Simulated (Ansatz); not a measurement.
SnO

```xyz
8
Lattice="3.7925 -3.7925 0.0000 3.8115 3.8115 0.0000 0.0000 0.0000 4.8360" Properties=species:S:1:pos:R:3 pbc="T T T"
Sn    2.8491   -0.9434    1.1534
Sn    2.8586    2.8586    1.1534
Sn    0.9529    0.9529    3.6826
Sn    4.7549    0.9624    3.6826
O     2.8444   -2.8444    0.0000
O     2.8539    0.9576    0.0000
O     0.9481   -0.9481    0.0000
O     4.7501   -0.9386    0.0000
```

Space group Cmme; changed on purpose from its base cell (strain +0.0050 x Voigt [0, 0, 0, 0, 0, 1], atoms carried along).

All numbers below come from Ansatz, DFT PBEsol, scalar-relativistic, plane waves, PAW.

Core electrons are frozen (PAW), and the valence fields are smoothed inside the atomic spheres.

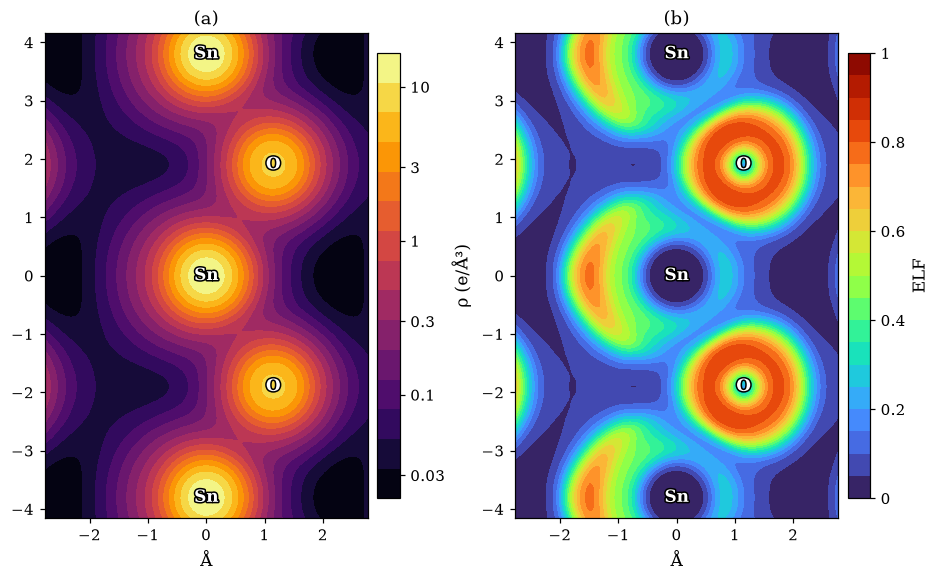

Figure 1. (a) valence pseudo-density; (b) electron localisation function on the (110) plane of the conventional cell.

**Read the bonding off the picture.**

- The plane passes through Sn and O nuclei.
- Sn–O (2.22 Å): ρ is about 0.48 e/Å³ halfway; the ELF peaks at about 0.85 in the valence shell of O, 0.6 Å from its nucleus, and is about 0.20 at the midpoint; no localised pair shows between them.
- Between the atoms the lowest density in this plane is 0.02 e/Å³.

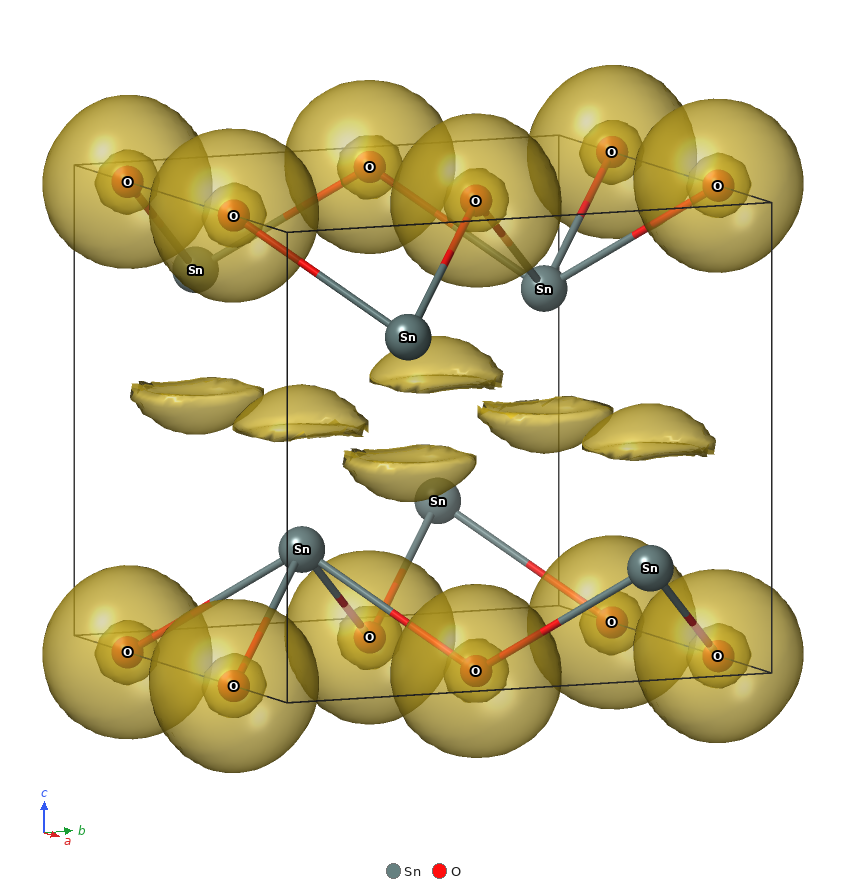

Figure 2. Isosurface of the ELF at 0.65 (yellow), seen slightly off an axis. Core shells and regions of very low density are left out. Sticks mark near contacts.

**Where are the electrons localised?**

At this value the surface marks out four lobes on Sn, pointing away from the bonds (lone pairs) and four regions wrapped around O (the valence shell of each), counted in one cell of 8 atoms. Any copies at cell faces, edges or corners count once.

**Metal or insulator at this level of theory?**

It is metallic or semimetallic at this level of theory: no gap opens.
